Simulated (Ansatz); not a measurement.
# Geometry relaxation of VN (part 2 of 2)

VN (slab, 6 atoms in the cell); DFT PBEsol, scalar-relativistic, plane waves, PAW, no spin polarisation (Ansatz 0.2.0); cutoff 420 eV, 12×12×1 k-mesh, Gaussian smearing of 0.1 eV. The structure derives from a Materials Project entry. The input holds or restrains some coordinates. Forces given for the steps count only the free coordinates. It belongs to a series of runs on one base structure; here: clean slab, lower half held.

Geometry of the input (Å; fractional positions):
```
2.7103  0.0000  0.0000
-1.3552  2.3472  0.0000
0.0000  0.0000  23.5534
N  0.3333  0.6667  0.3609
V  0.6667  0.3333  0.4165
N  0.3333  0.6667  0.4722
V  0.6667  0.3333  0.5278
N  0.3333  0.6667  0.5835
V  0.6667  0.3333  0.6391
```

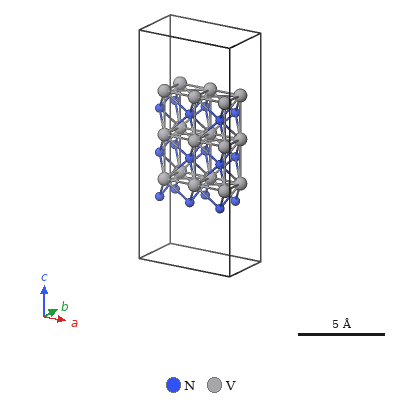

*The geometry at step 2 of the log (ball-and-stick view of the 3 × 2 repeat of the cell, with the vacuum cut short, seen slightly off an axis).*

What the program printed, continued
```
SCF iter   1: F=—  HF=-9794.426095 eV  |F-HF|=—  |Δ(HF+E_count)|=         —  Δρ=8.74e-4  dr2=2.83e-3  ethr=6.04e-5  p=0.083 e·Å  D=1.01e-1 V/Å  ΔV_dip=-2.37 eV  dr2_dipole=3.74e-4  V_vac-E_F(+/−)=5.23/7.60 eV  ⟨swp⟩=2.0  Hψ=1233  notcnv=0
efield: sawtooth ramp at fractional position 0.9800 (handed on by an earlier solve), width 0.0400; the density the first Hamiltonian is built on has a dipole p = 0.083 e·Å; the dipole correction subtracts the counter field D = 1.01e-1 V/Å, which shifts the + side's vacuum level by -2.37 eV against the − side's; the planar-averaged density in the ramp window peaks in size at 9.8e-7 e/Å³
preconditioner: auto → LDOS  [metal: Δε(μ)=0.044 eV  Ē_g=7.144 eV  σ=0.100 eV  W_gap=0.24  n_scr=16 (ndim 8)  ℏωp=16.6 eV  f_vac=0.586  D(μ)=5.19/eV (n_scr^D=18)  β→1.0]
SCF iter   2: F=—  HF=-9794.425821 eV  |F-HF|=—  |Δ(HF+E_count)|=   2.74e-4  Δρ=6.88e-4  dr2=1.79e-3  ethr=5.24e-6  p=0.084 e·Å  D=1.01e-1 V/Å  ΔV_dip=-2.38 eV  dr2_dipole=1.53e-4  V_vac-E_F(+/−)=5.22/7.60 eV  ⟨swp⟩=2.8  Hψ=1106  notcnv=0
SCF iter   3: F=—  HF=-9794.425709 eV  |F-HF|=—  |Δ(HF+E_count)|=   1.12e-4  Δρ=2.76e-4  dr2=1.77e-4  ethr=3.31e-6  p=0.083 e·Å  D=1.00e-1 V/Å  ΔV_dip=-2.37 eV  dr2_dipole=8.16e-6  V_vac-E_F(+/−)=5.23/7.60 eV  ⟨swp⟩=2.0  Hψ=885  notcnv=0
SCF iter   4: F=—  HF=-9794.425688 eV  |F-HF|=—  |Δ(HF+E_count)|=   2.12e-5  Δρ=9.96e-5  dr2=1.62e-5  ethr=3.27e-7  p=0.083 e·Å  D=1.00e-1 V/Å  ΔV_dip=-2.36 eV  dr2_dipole=1.22e-6  V_vac-E_F(+/−)=5.24/7.60 eV  ⟨swp⟩=3.0  Hψ=1060  notcnv=0
SCF iter   5: F=-9794.425691 eV  HF=-9794.425691 eV  |F-HF|=7.53e-7  |Δ(HF+E_count)|=   2.45e-6  Δρ=2.74e-5  dr2=1.24e-6  ethr=8.99e-9  p=0.083 e·Å  D=1.00e-1 V/Å  ΔV_dip=-2.36 eV  dr2_dipole=1.63e-10  V_vac-E_F(+/−)=5.24/7.60 eV  ⟨swp⟩=19.3  Hψ=7029  notcnv=0
SCF 3 converged in 5 iterations: F = -9794.425691 eV  dr2 = 1.24e-6
relax step   3: F+E_penalty+E_count = -9794.42569143 eV  Δ(F+E_penalty+E_count) = -2.239e-3 eV  max|allowed force component| = 8.482e-2 eV/Å  Δτ_max = 0.0093 Å  (5 SCF iters, dr2 threshold 4.86e-6 eV, accepted)
SCF iter   1: F=—  HF=-9794.426039 eV  |F-HF|=—  |Δ(HF+E_count)|=         —  Δρ=4.65e-4  dr2=1.63e-3  ethr=1.17e-5  p=0.083 e·Å  D=1.00e-1 V/Å  ΔV_dip=-2.36 eV  dr2_dipole=4.53e-4  V_vac-E_F(+/−)=5.24/7.60 eV  ⟨swp⟩=2.0  Hψ=1126  notcnv=0
efield: sawtooth ramp at fractional position 0.9800 (handed on by an earlier solve), width 0.0400; the density the first Hamiltonian is built on has a dipole p = 0.083 e·Å; the dipole correction subtracts the counter field D = 1.00e-1 V/Å, which shifts the + side's vacuum level by -2.36 eV against the − side's; the planar-averaged density in the ramp window peaks in size at 4.9e-7 e/Å³
preconditioner: auto → LDOS  [metal: Δε(μ)=0.041 eV  Ē_g=7.141 eV  σ=0.100 eV  W_gap=0.22  n_scr=16 (ndim 8)  ℏωp=16.6 eV  f_vac=0.586  D(μ)=5.21/eV (n_scr^D=18)  β→1.0]
SCF iter   2: F=—  HF=-9794.426036 eV  |F-HF|=—  |Δ(HF+E_count)|=   3.37e-6  Δρ=4.63e-4  dr2=5.85e-4  ethr=3.01e-6  p=0.083 e·Å  D=1.00e-1 V/Å  ΔV_dip=-2.36 eV  dr2_dipole=7.98e-6  V_vac-E_F(+/−)=5.24/7.60 eV  ⟨swp⟩=2.0  Hψ=968  notcnv=0
SCF iter   3: F=—  HF=-9794.425961 eV  |F-HF|=—  |Δ(HF+E_count)|=   7.46e-5  Δρ=1.77e-4  dr2=7.11e-5  ethr=1.08e-6  p=0.083 e·Å  D=1.00e-1 V/Å  ΔV_dip=-2.36 eV  dr2_dipole=4.70e-7  V_vac-E_F(+/−)=5.25/7.60 eV  ⟨swp⟩=2.9  Hψ=945  notcnv=0
SCF iter   4: F=—  HF=-9794.425954 eV  |F-HF|=—  |Δ(HF+E_count)|=   7.39e-6  Δρ=2.40e-5  dr2=7.63e-7  ethr=1.32e-7  p=0.083 e·Å  D=1.00e-1 V/Å  ΔV_dip=-2.36 eV  dr2_dipole=1.53e-8  V_vac-E_F(+/−)=5.25/7.60 eV  ⟨swp⟩=2.9  Hψ=992  notcnv=0
SCF iter   5: F=—  HF=-9794.425954 eV  |F-HF|=—  |Δ(HF+E_count)|=   7.13e-7  Δρ=1.13e-5  dr2=2.34e-7  ethr=1.85e-10  p=0.083 e·Å  D=1.00e-1 V/Å  ΔV_dip=-2.36 eV  dr2_dipole=4.04e-9  V_vac-E_F(+/−)=5.25/7.60 eV  ⟨swp⟩=17.3  Hψ=5857  notcnv=0
SCF iter   6: F=-9794.425955 eV  HF=-9794.425955 eV  |F-HF|=2.10e-7  |Δ(HF+E_count)|=   4.57e-7  Δρ=5.77e-6  dr2=7.00e-8  ethr=1.85e-10  p=0.083 e·Å  D=1.00e-1 V/Å  ΔV_dip=-2.36 eV  dr2_dipole=5.96e-10  V_vac-E_F(+/−)=5.25/7.60 eV  ⟨swp⟩=11.3  Hψ=4568  notcnv=0
SCF 4 converged in 6 iterations: F = -9794.425955 eV  dr2 = 7.00e-8
relax step   4: F+E_penalty+E_count = -9794.42595516 eV  Δ(F+E_penalty+E_count) = -2.637e-4 eV  max|allowed force component| = 1.840e-3 eV/Å  Δτ_max = 0.0049 Å  (6 SCF iters, accepted)
WARN: The output density's exchange-correlation potential varies sharply where the density is thin. Do not read a vacuum level from v_tot or v_xc, or from such a field of the output density. On a cell that repeats whose density bears no net charge and no dipole along the vacuum's axis use v_es (v_loc + v_h of the components); under efield.dipole_correction with no amplitude use v_es + v_field, which holds any external_charges[].barrier, or the levels of the report's work_function block, which leave it out; under a non-zero efield.amplitude the vacuum is tilted and has no level; on a cell that repeats and bears such a dipole with no correction it is tilted too, and efield.dipole_correction with no amplitude gives each side of its ramp a level where efield: is served; in a cell that repeats whose density bears a net charge (total_charge, or a fill off its count) it is curved and has none; of a slab under crystal.periodic whose density bears no net charge use v_es, which has a level on each side, short of where the two are joined; of another it falls or rises all the way out and has none; of a slab beside external_charges read slab_vacuum_level instead, which it has where they leave it neutral. The grid or the basis barely resolves most such structure, and the values can differ between equally converged runs; as a rule a tighter scf.convergence.dr2_threshold does not remove it. Where the density itself ripples (under the LDA too) a higher basis.ecutwfc lessens it. The files hold the spikes' plane waves up to the density's cutoff. Files: v_tot_of_output_density and the like, and their columns of v_z.tsv (output.write_potential); v_xc_of_output_density and the like, and their columns of v_comp_z.tsv (output.write_potential_components). Measured: with its Gaussian average of σ = 0.25 Å subtracted twice, the exchange-correlation potential is over 0.1 eV at 33 of the grid points where the equally averaged density (valence and model cores) is under 1e-3 e/Å³, and 0.302 eV at the most among them, at an averaged density of 5.0e-8 e/Å³. The input density's (outcome.potential() and, of a run that writes arrays, v_tot and v_xc) is over 0.1 eV, so measured, at 2335 points of its own thin density, 0.233 eV at the most. See output.write_potential in the manual, Limitations
SCF converged after 6 iterations
Free energy (F): -9794.425955 eV
Harris-Foulkes:  -9794.425955 eV  (|F-HF|=2.10e-7)
Internal energy: -9794.399673 eV  (E = F + TS)
E sigma→0 (E₀):  -9794.412814 eV
Entropy (-TS):   -0.026282 eV (-4.380 meV/atom)
Fermi energy:    1.817657 eV
Dipole field:    D = 0.100038 V/Å  (p = 0.082840 e·Å, saw-weighted, corrected)
Work function:   Φ+ = 5.2459 eV   Φ− = 7.6022 eV
Levels:          The Fermi level and band energies are counted from a zero that moves with the ramp; work functions are not
--- Per-component energies (eV) ---
  E_band       = -1134.775779
  E_kinetic    = 1399.814991
  E_local      = -76162.153789  (includes V_loc(G=0)·N_el)
  E_nonlocal   = 0.275284
  E_hartree    = 37498.495524
  E_xc         = -567.581653
  E_vxc        = -723.450799  (∫ρ·V_xc dr)
  E_paw        = -3623.219466  (= ΣΔE_a)
  E_vpaw       = -644.738211  (= ΣTr[D̂ρ^β])
  E_aug_tail   = 0.001096  (compensation charges beyond the density's cutoff)
  E_efield     = 0.004144  (sawtooth field / dipole correction)
  E_vefield    = -1.510582  (∫n·V_field dr)
  E_ewald      = 31659.430862
  E_core_change = 0.533334  (= ΣΔE_core)
  E_smearing   = -0.026282  (= −TS)
  E_closure    = 0.000000  (closes the sum)
  Σ components = -9794.425955   (vs F -9794.425955, Δ=0.00e0)
--- Forces (eV/Å), atoms counted from 1 ---
  atom   1  N      0.00000000    -0.00000000     5.11917736
  atom   2  V      0.00000000     0.00000000    -6.07063291
  atom   3  N      0.00000000    -0.00000000     0.95054921
  atom   4  V      0.00000000    -0.00000000    -0.00184002
  atom   5  N      0.00000000    -0.00000000     0.00138434
  atom   6  V     -0.00000000    -0.00000000     0.00136773
  max |Σ_I F_I| component: 5.70e-6 eV/Å
--- Band table (eV; the first three rows and the last of 19) ---
  k-point 0: bands = ["-62.4733", "-62.2525", "-62.0697", "-36.7335", "-36.2492", "-36.0850", "-36.0717", "-36.0717", "-35.8745", "-35.8745", "-35.6207", "-35.6207", "-15.1054", "-13.9581", "-11.8372", "-5.6017", "-3.4312", "-1.6032", "-1.6032", "-1.3209", "-1.1265", "-1.1265", "0.7012", "0.7012", "1.1913", "1.2779", "1.9886", "1.9886", "2.6064", "2.6324", "2.6324", "3.6706", "3.6706"]
  k-point 1: bands = ["-62.4657", "-62.2450", "-62.0625", "-36.7220", "-36.2410", "-36.1191", "-36.0820", "-36.0781", "-35.9215", "-35.8847", "-35.6652", "-35.6306", "-14.9829", "-13.8880", "-11.7694", "-5.4639", "-3.3409", "-1.9645", "-1.5539", "-1.4331", "-1.2150", "-1.1679", "0.4257", "0.7130", "1.0301", "1.2208", "1.7865", "2.0971", "2.5857", "2.6335", "2.7316", "3.6311", "3.9020"]
  k-point 2: bands = ["-62.4449", "-62.2245", "-62.0427", "-36.6905", "-36.2569", "-36.2085", "-36.1103", "-36.0606", "-36.0476", "-35.9125", "-35.7857", "-35.6575", "-14.6390", "-13.6972", "-11.5729", "-5.1099", "-3.1714", "-2.7975", "-2.0981", "-1.5092", "-1.4133", "-0.9266", "-0.1035", "0.6975", "0.7629", "0.9143", "1.6353", "2.4235", "2.4805", "2.7564", "2.8311", "3.5455", "4.2865"]
  k-point 18: bands = ["-62.3446", "-62.1253", "-61.9471", "-36.5853", "-36.5361", "-36.5173", "-36.3753", "-36.3120", "-36.0953", "-36.0890", "-36.0504", "-35.9679", "-12.7594", "-12.6744", "-10.2799", "-5.3563", "-4.4909", "-4.0123", "-3.9882", "-2.8471", "-2.6350", "-1.8300", "-0.1717", "0.3151", "1.3572", "1.5954", "1.6164", "1.9199", "3.2104", "3.3363", "3.9032", "4.4185", "4.4875"]
--- Relaxed structure (4 steps of the walk, 4 accepted, 0 SCFs on fresh bases) ---
  F+E_penalty+E_count = -9794.42595516 eV   max|allowed force component| = 1.840e-3 eV/Å
  atoms:
    - { symbol: N, position: [0.33333333333333326, 0.6666666666666665, 0.36088196730000005] }
    - { symbol: V, position: [0.6666666666666667, 0.3333333333333333, 0.41652918040000003] }
    - { symbol: N, position: [0.33333333333333326, 0.6666666666666665, 0.47217639350000007] }
    - { symbol: V, position: [0.6666666666666667, 0.3333333333333333, 0.527572381574489] }
    - { symbol: N, position: [0.33333333333333326, 0.6666666666666665, 0.5836072668283743] }
    - { symbol: V, position: [0.6666666666666667, 0.3333333333333333, 0.6375359938730379] }
```

Trajectory as extended XYZ (Å, eV, eV/Å), 4 frames, from step=1 to step=4
```
6
Lattice="2.7103 0.0000 0.0000 -1.3552 2.3472 0.0000 0.0000 0.0000 23.5534" Properties=species:S:1:pos:R:3:forces:R:3 step=1 energy=-9794.41367
N     0.0000    1.5648    8.5000    0.0000   0.0000   5.1288
V     1.3552    0.7824    9.8107    0.0000   0.0000  -6.0316
N     0.0000    1.5648   11.1214    0.0000   0.0000   0.9901
V     1.3552    0.7824   12.4320    0.0000   0.0000   0.1271
N     0.0000    1.5648   13.7427    0.0000   0.0000   0.4173
V     1.3552    0.7824   15.0534    0.0000   0.0000  -0.6318
6
Lattice="2.7103 0.0000 0.0000 -1.3552 2.3472 0.0000 0.0000 0.0000 23.5534" Properties=species:S:1:pos:R:3:forces:R:3 step=2 energy=-9794.42345
N     0.0000    1.5648    8.5000    0.0000   0.0000   5.1232
V     1.3552    0.7824    9.8107    0.0000   0.0000  -6.0482
N     0.0000    1.5648   11.1214    0.0000   0.0000   0.9507
V     1.3552    0.7824   12.4293    0.0000   0.0000  -0.0895
N     0.0000    1.5648   13.7354    0.0000   0.0000   0.2787
V     1.3552    0.7824   15.0243    0.0000   0.0000  -0.2144
6
Lattice="2.7103 0.0000 0.0000 -1.3552 2.3472 0.0000 0.0000 0.0000 23.5534" Properties=species:S:1:pos:R:3:forces:R:3 step=3 energy=-9794.42569
N     0.0000    1.5648    8.5000    0.0000   0.0000   5.1201
V     1.3552    0.7824    9.8107    0.0000   0.0000  -6.0601
N     0.0000    1.5648   11.1214    0.0000   0.0000   0.9496
V     1.3552    0.7824   12.4275    0.0000   0.0000  -0.0835
N     0.0000    1.5648   13.7411    0.0000   0.0000   0.0848
V     1.3552    0.7824   15.0150    0.0000   0.0000  -0.0109
6
Lattice="2.7103 0.0000 0.0000 -1.3552 2.3472 0.0000 0.0000 0.0000 23.5534" Properties=species:S:1:pos:R:3:forces:R:3 step=4 energy=-9794.42596
N     0.0000    1.5648    8.5000    0.0000   0.0000   5.1192
V     1.3552    0.7824    9.8107    0.0000   0.0000  -6.0706
N     0.0000    1.5648   11.1214    0.0000   0.0000   0.9505
V     1.3552    0.7824   12.4261    0.0000   0.0000  -0.0018
N     0.0000    1.5648   13.7459    0.0000   0.0000   0.0014
V     1.3552    0.7824   15.0161    0.0000   0.0000   0.0014
```

Results in brief

| quantity | value |
| --- | --- |
| outcome | converged under the restraints of the input |
| electrons treated | 54 |
| free energy | −9794.4260 eV |
| work function, top face | 5.25 eV |
| work function, bottom face | 7.60 eV |
| Fermi energy | 1.818 eV |
| gap on the k-point mesh | none (metallic) |
| final volume | 149.84 Å³ |
| work function (upper face) | 5.25 eV |
| largest force (length of the vector) at the end, held atoms and coordinates included | 6.071 eV/Å |
| hardware | 1 thread of Arm Neoverse V1, 24 GiB of memory available, shared host |
| wall time | 56 s |
| peak memory | 0.39 GiB |

Notes

Warnings of the run: the exchange-correlation potential is rough where the density is thin. The run has no spin polarisation, so a magnetic state may lie lower.
